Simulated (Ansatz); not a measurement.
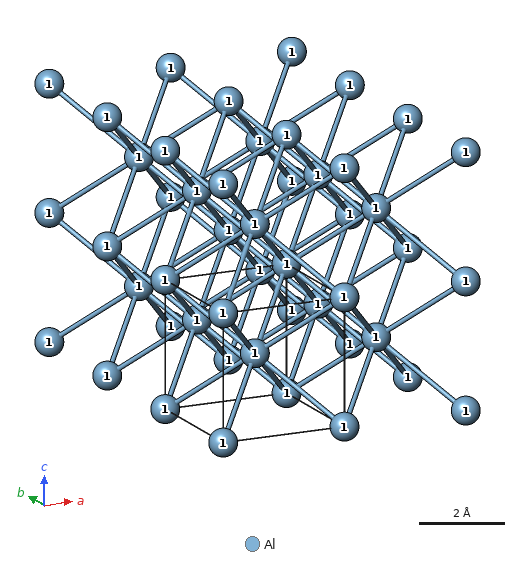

Reference structure: a symmetric starting cell of Al. Style: ball-and-stick. Shown: the conventional cell (2 times the calculation's cell), repeated 2 × 3 × 2 with one cell outlined, from a free direction. Lengths and directions refer to the drawn axes.

The calculation used DFT PBEsol, scalar-relativistic, plane waves, PAW (Ansatz). Settings: plane-wave cutoff 420 eV; k-point mesh 16 × 16 × 16; occupations gaussian; smearing width 0.1 eV; no spin polarisation.

Change: The cell is strained by +3.3 % along a and +1.8 % across it (volume +7.2 %), the atoms keeping their fractional coordinates. No relaxation follows. The starting cell wasn't computed here and needn't be at equilibrium, so pressure and forces aren't due to the change alone.

**What does the calculation give for the changed structure?**

The pressure is −2.7 GPa (not all of it need come from the change, since the unchanged cell can be under pressure at this level too). The principal stresses (compression positive) are −2.0 GPa along a and −3.1 GPa across it. All forces vanish by symmetry. Among the bonded contacts that change: Al–Al 2.756 → 2.821 Å. The space group (tolerance 0.01 Å) goes from Im-3m (No. 229) to I4/mmm (No. 139).

Drawn alike, the variant:

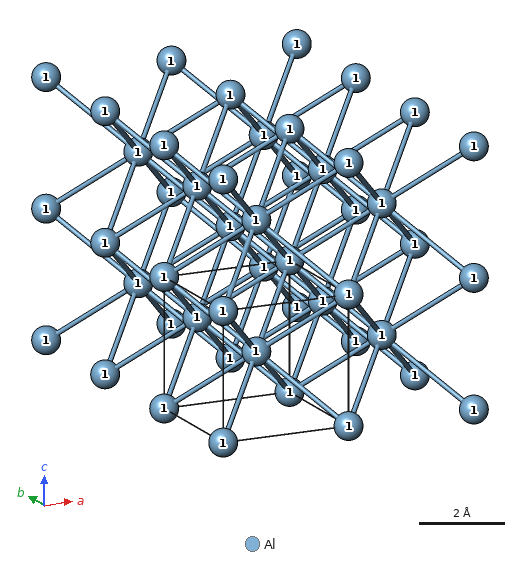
